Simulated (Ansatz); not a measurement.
Consider CoSi2 (slab).

Input

```
crystal:
  lattice:
    - [3.7565103887, 0.0, 0.0]
    - [0.0, 5.3125079389, 0.0]
    - [0.0, 0.0, 24.3912759718]
  atoms:
    - { symbol: Co, position: [0.5, 0.5, 0.3074869887] }
    - { symbol: Si, position: [0.0, 0.75, 0.3074869887] }
    - { symbol: Si, position: [0.0, 0.25, 0.3074869887] }
    - { symbol: Co, position: [0.0, 0.0, 0.3844921932] }
    - { symbol: Si, position: [0.5, 0.25, 0.3844921932] }
    - { symbol: Si, position: [0.5, 0.75, 0.3844921932] }
    - { symbol: Co, position: [0.5, 0.5, 0.4614973977] }
    - { symbol: Si, position: [0.0, 0.75, 0.4614973977] }
    - { symbol: Si, position: [0.0, 0.25, 0.4614973977] }
    - { symbol: Co, position: [0.0, 0.0, 0.5385026023] }
    - { symbol: Si, position: [0.5, 0.25, 0.5385026023] }
    - { symbol: Si, position: [0.5, 0.75, 0.5385026023] }
    - { symbol: Co, position: [0.5, 0.5, 0.6155078068] }
    - { symbol: Si, position: [0.0, 0.75, 0.6155078068] }
    - { symbol: Si, position: [0.0, 0.25, 0.6155078068] }
    - { symbol: Co, position: [0.0, 0.0, 0.6925130113] }
    - { symbol: Si, position: [0.5, 0.25, 0.6925130113] }
    - { symbol: Si, position: [0.5, 0.75, 0.6925130113] }
basis:
  ecutwfc: 420
kpoints:
  mp_grid: { grid: [9, 7, 1] }
hamiltonian:
  xc: pbesol
scf:
  occupations: { method: gaussian, width: 0.1 }
output:
  forces: true
  stress: true
  eigenvalues: true
  write_density: true
  write_potential: true
  elf: true
  volumetric_format: npy
efield:
  axis: 3
  dipole_correction: true
  ramp_width: 0.04
```

Launched as:

```sh
ansatz run input.yaml --threads 2 --pin off --max-ram 5120MiB --backend cpu --events-out ev --progress --plain --runs-dir out
```

Not relaxed (largest force 0.4 eV/Å); computed without spin polarisation.

All numbers below come from DFT PBEsol, scalar-relativistic, plane waves, PAW (Ansatz 0.2.0).

What will maps of the valence pseudo-density and electron localisation function show?

Answer. Co–Si (2.30 Å): the density is about 0.5 e/Å³ at the midpoint; the ELF peaks at about 0.70 in the valence shell of Si, 0.9 Å from its nucleus, and is about 0.50 at the midpoint.

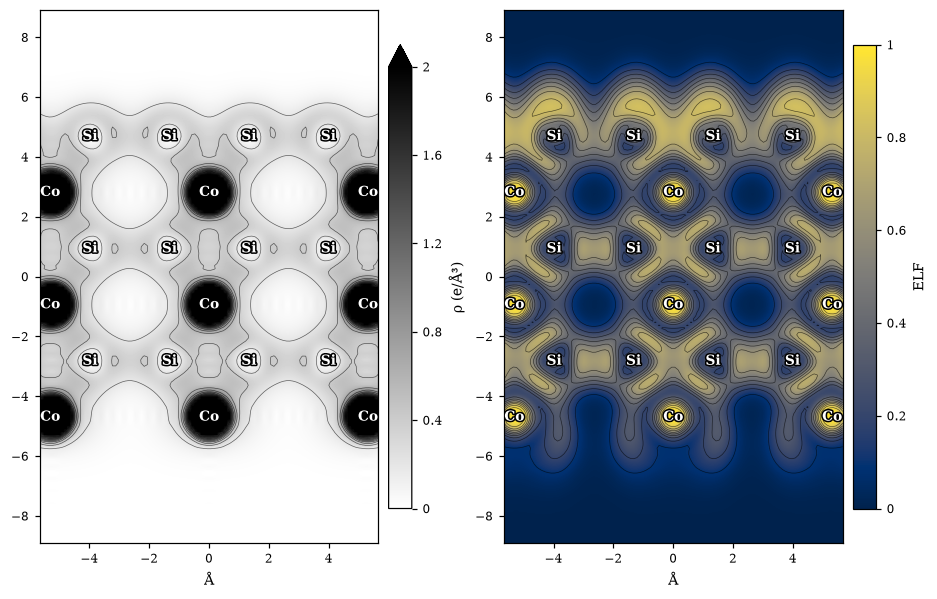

Computed valence pseudo-density and electron localisation function on the (100) plane of the calculation cell, a cut from vacuum to vacuum, in this order. 

In a PAW calculation such maps are meaningful between the atoms, not at the nuclei.
